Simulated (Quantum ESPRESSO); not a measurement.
# NaF (Villiaumite): phonon frequency against volume, with a fit

Aim: the Grüneisen parameter and the pressure coefficient of an optical mode of NaF (Villiaumite).

Program: Quantum ESPRESSO 7.5. Level of theory: DFT LDA, scalar-relativistic, plane waves, GBRV ultrasoft pseudopotentials. Results are calculated unless marked as measured.

## 1. The relaxed structure

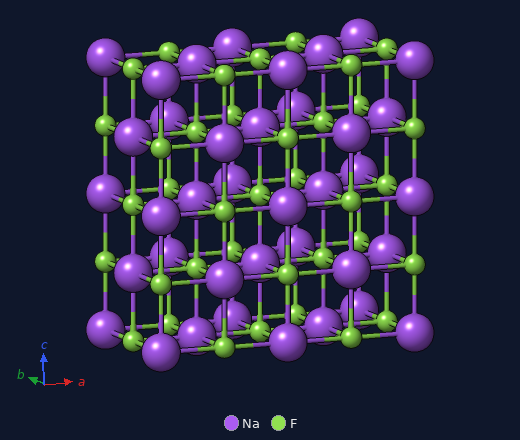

Start, viewed slightly off an axis; sodium purple, fluorine green. 2×1×2 cells are drawn. This picture shows the conventional cell, with its axes. Some periodic images of atoms are drawn too.

As a file:

```
Na F
1.0
    -2.26143    0.00000    2.26143
     0.00000    2.26143    2.26143
    -2.26143    2.26143    0.00000
Na F
1 1
Direct
  0.00000 0.00000 0.00000
  0.50000 0.50000 0.50000
```

This is the cell after its relaxation at this level of theory, not the database cell from which that began.

## 2. Runs at several volumes

The relaxed cell is scaled uniformly; in this structure symmetry fixes all atoms, so nothing has to be relaxed anew. Each volume gets a ground state and a response at Γ. The mode followed is the highest one without the macroscopic field, of symmetry T1u; longitudinal polar modes lie higher. Cutoff 55 Ry, k mesh 8×8×8.

From the response at V/V₀ = 0.94:

Log:

```text
[banners, grids, parts of the stress and lines that vanish by symmetry left out]
Program PHONON v.7.5
     Reading xml data from directory:

[...]
Exchange-correlation= PZ
                           (   1   1   0   0   0   0   0)
[...]
kinetic-energy cut-off    =      55.0000  Ry
     charge density cut-off    =     440.0000  Ry
     convergence threshold     =      1.0E-18
[...]
Exchange-correlation= PZ
                           (   1   1   0   0   0   0   0)
[...]
q = (   0.0000000   0.0000000   0.0000000 )
     49 Sym.Ops. (with q -> -q+G )
     G cutoff =  781.2708  (  22995 G-vectors)     FFT grid: ( 40, 40, 40)
     G cutoff =  390.6354  (   7991 G-vectors)  smooth grid: ( 27, 27, 27)
     number of k points=    29
[...]
Mode symmetry, O_h (m-3m)  point group:
[...]
Dielectric constant
[...]
End of electric fields calculation
          Dielectric constant in cartesian axis
          (       1.940674546      -0.000000000      -0.000000000 )
          (      -0.000000000       1.940674546       0.000000000 )
          (      -0.000000000       0.000000000       1.940674546 )
          Effective charges (d Force / dE) in cartesian axis without acoustic sum rule applied (asr)
           atom    1  Na    Mean Z*:        0.99085
      Ex  (        0.99085       -0.00000       -0.00000 )
      Ey  (        0.00000        0.99085       -0.00000 )
      Ez  (       -0.00000       -0.00000        0.99085 )
           atom    2  F     Mean Z*:       -0.98567
      Ex  (       -0.98567       -0.00000        0.00000 )
      Ey  (       -0.00000       -0.98567       -0.00000 )
      Ez  (        0.00000       -0.00000       -0.98567 )
          Effective charges Sum: Mean:        0.00518
[...]
Effective charges (d Force / dE) in cartesian axis with asr applied:
           atom    1  Na    Mean Z*:        0.98826
[...]
atom    2  F     Mean Z*:       -0.98826
[...]
Representation #   1 modes #   1   2   3
[...]
End of self-consistent calculation
     Convergence has been achieved
     Representation #   2 modes #   4   5   6
[...]
End of self-consistent calculation
     Convergence has been achieved
[...]
Dielectric constant in cartesian axis
          (       1.940674546      -0.000000000      -0.000000000 )
          (      -0.000000000       1.940674546       0.000000000 )
          (      -0.000000000       0.000000000       1.940674546 )
          Effective charges (d Force / dE) in cartesian axis without acoustic sum rule applied (asr)
           atom    1  Na    Mean Z*:        0.99085
      Ex  (        0.99085       -0.00000       -0.00000 )
      Ey  (        0.00000        0.99085       -0.00000 )
      Ez  (       -0.00000       -0.00000        0.99085 )
           atom    2  F     Mean Z*:       -0.98567
      Ex  (       -0.98567       -0.00000        0.00000 )
      Ey  (       -0.00000       -0.98567       -0.00000 )
      Ez  (        0.00000       -0.00000       -0.98567 )
          Effective charges Sum: Mean:        0.00518
[...]
Effective charges (d Force / dE) in cartesian axis with asr applied:
           atom    1  Na    Mean Z*:        0.98826
[...]
atom    2  F     Mean Z*:       -0.98826
[...]
q = (    0.000000000   0.000000000   0.000000000 )
[...]
freq (    1) =      -0.281827 [THz] =      -9.400731 [cm-1]
     freq (    2) =      -0.281827 [THz] =      -9.400731 [cm-1]
     freq (    3) =      -0.281827 [THz] =      -9.400731 [cm-1]
     freq (    4) =       9.553933 [THz] =     318.684886 [cm-1]
     freq (    5) =       9.553933 [THz] =     318.684886 [cm-1]
     freq (    6) =       9.553933 [THz] =     318.684886 [cm-1]
[...]
Mode symmetry, O_h (m-3m)  point group:
     freq (   1-   3) =         -9.4  [cm-1]   --> T_1u G_15  G_4- I
     freq (   4-   6) =        318.7  [cm-1]   --> T_1u G_15  G_4- I

   JOB DONE.
```

One volume, V/V₀ = 1, is held back as a test.

```csv
V/V₀,volume (Å³/atom),pressure (GPa),ω (cm⁻¹)
0.94,10.871,4.45,318.68
0.97,11.218,2.06,297.41
1,11.565,0.04,held back
1.03,11.912,-1.65,258.36
1.06,12.259,-3.08,240.12
```

## 3. The fit

The mode Grüneisen parameter is γ = −d ln ω / d ln V.

```csv
ln(V/V₀),ln ω
-0.0619,5.7642
-0.0305,5.6951
0.0296,5.5544
0.0583,5.4811
```

A straight line through these points has the slope -2.353, so γ = 2.35; at V/V₀ = 1 it predicts ω = exp(5.6210 + 0.0000) = 276.18 cm⁻¹.

A parabola of pressure against ln V through V/V₀ = 0.97, 1 and 1.03 gives the bulk modulus B = −dP/d ln V = 62 GPa at V₀. With ω₀ from the fitted line the pressure coefficient follows as dω/dP = γ ω₀ / B = 2.35 × 276.2 / 62 = 10.5 cm⁻¹/GPa.

## 4. The run that was held back

Log:

```text
[banners, grids, parts of the stress and lines that vanish by symmetry left out]
[banner, memory and clock lines left out]
Program PHONON v.7.5

[...]
Exchange-correlation= PZ
                           (   1   1   0   0   0   0   0)
[...]
kinetic-energy cut-off    =      55.0000  Ry
     charge density cut-off    =     440.0000  Ry
     convergence threshold     =      1.0E-18
[...]
Exchange-correlation= PZ
                           (   1   1   0   0   0   0   0)
[...]
q = (   0.0000000   0.0000000   0.0000000 )
     49 Sym.Ops. (with q -> -q+G )
     G cutoff =  814.1724  (  24309 G-vectors)     FFT grid: ( 45, 45, 45)
     G cutoff =  407.0862  (   8609 G-vectors)  smooth grid: ( 30, 30, 30)
     number of k points=    29
[...]
Mode symmetry, O_h (m-3m)  point group:
[...]
Dielectric constant
[...]
End of electric fields calculation
          Dielectric constant in cartesian axis
          (       1.926968958       0.000000000      -0.000000000 )
          (       0.000000000       1.926968958       0.000000000 )
          (      -0.000000000       0.000000000       1.926968958 )
          Effective charges (d Force / dE) in cartesian axis without acoustic sum rule applied (asr)
           atom    1  Na    Mean Z*:        1.00112
      Ex  (        1.00112        0.00000        0.00000 )
      Ey  (        0.00000        1.00112       -0.00000 )
      Ez  (        0.00000       -0.00000        1.00112 )
           atom    2  F     Mean Z*:       -0.99609
      Ex  (       -0.99609       -0.00000       -0.00000 )
[...]
Representation #   1 modes #   1   2   3
[...]
End of self-consistent calculation
     Convergence has been achieved
     Representation #   2 modes #   4   5   6
[...]
End of self-consistent calculation
     Convergence has been achieved
[...]
Dielectric constant in cartesian axis
          (       1.926968958       0.000000000      -0.000000000 )
          (       0.000000000       1.926968958       0.000000000 )
          (      -0.000000000       0.000000000       1.926968958 )
          Effective charges (d Force / dE) in cartesian axis without acoustic sum rule applied (asr)
           atom    1  Na    Mean Z*:        1.00112
      Ex  (        1.00112        0.00000        0.00000 )
      Ey  (        0.00000        1.00112       -0.00000 )
      Ez  (        0.00000       -0.00000        1.00112 )
           atom    2  F     Mean Z*:       -0.99609
      Ex  (       -0.99609       -0.00000       -0.00000 )
      Ey  (       -0.00000       -0.99609        0.00000 )
      Ez  (       -0.00000        0.00000       -0.99609 )
          Effective charges Sum: Mean:        0.00503
[...]
Effective charges (d Force / dE) in cartesian axis with asr applied:
           atom    1  Na    Mean Z*:        0.99861
[...]
atom    2  F     Mean Z*:       -0.99861
[...]
q = (    0.000000000   0.000000000   0.000000000 )
[...]
freq (    1) =      -0.425127 [THz] =     -14.180706 [cm-1]
     freq (    2) =      -0.425127 [THz] =     -14.180706 [cm-1]
     freq (    3) =      -0.425127 [THz] =     -14.180706 [cm-1]
     freq (    4) =       8.313309 [THz] =     277.302131 [cm-1]
     freq (    5) =       8.313309 [THz] =     277.302131 [cm-1]
     freq (    6) =       8.313309 [THz] =     277.302131 [cm-1]
[...]
Mode symmetry, O_h (m-3m)  point group:
     freq (   1-   3) =        -14.2  [cm-1]   --> T_1u G_15  G_4- I
     freq (   4-   6) =        277.3  [cm-1]   --> T_1u G_15  G_4- I
```

It gives 277.30 cm⁻¹ against the predicted 276.18 cm⁻¹, a miss of 1 cm⁻¹.

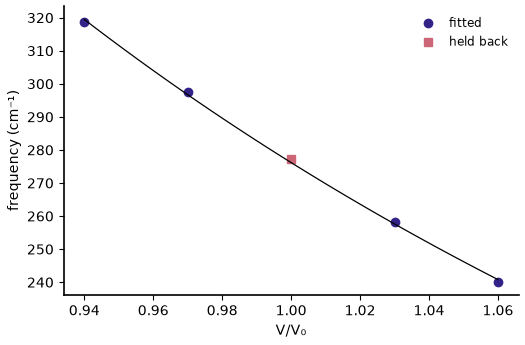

Frequency against volume, with the power-law fit.

## 5. Summary of results

```json
{"mode Grüneisen parameter": "2.353", "bulk modulus": "61.6 GPa", "pressure coefficient": "10.5 cm⁻¹/GPa"}
```

In words: The highest optical mode of NaF (Villiaumite) without the LO-TO term stiffens by 10.5 cm⁻¹ a GPa near the relaxed volume, with γ = 2.35. The power law meets all 5 runs within 0.41 %; between neighbouring volumes γ runs from 2.20 to 2.55. Such a coefficient turns a measured shift of this mode into a hydrostatic stress; uniaxial or biaxial stress splits the mode and needs deformation potentials. The acoustic modes of the response miss zero by 14 cm⁻¹, a numerical error that can touch the optical modes as well. These are harmonic values at zero temperature for the structure held cubic, which a run at Γ can't show to be stable; the bulk modulus rests on three points.

[Host names and launcher messages were left out of these logs when they were recorded.]

[Logs are printed without paths, hosts, clocks, repeated set-up lines and the standing remarks that a program may print on its own settings, such as how far it seeks lower states.]

[Hosts, paths, dates, database ids (printed as entryN), source tags and the programs' standing remarks are cut or masked in the printed files.]
